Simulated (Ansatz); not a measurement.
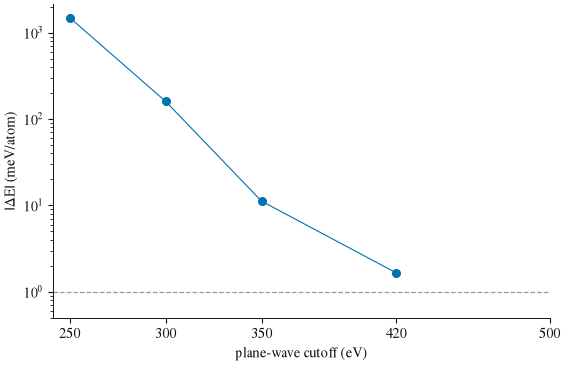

Scan of the plane-wave cutoff (density cutoff scaled with it).
The run: Zn₃Cu (Cmmm, 4 atoms in the cell), by DFT PBEsol, scalar-relativistic, plane waves, PAW in Ansatz 0.2.0; 16×16×6 k-mesh, Gaussian smearing of 0.1 eV.
ΔE is the free energy less its value at the largest setting, 500 eV.
Dashed lines or grey bands mark the tolerance: 1 meV/atom.

**What is enough for the free energy to 1 meV/atom?**

The free energy at the last setting but one, 420 eV, is still more than 1 meV/atom from the largest setting's value, so the scan doesn't show it converged. It is off by 1500 meV/atom at 250 eV, 11 meV/atom at 350 eV and 1.7 meV/atom at 420 eV (always above it). The smaller bases give higher energies, which fall towards the limit as the basis grows.
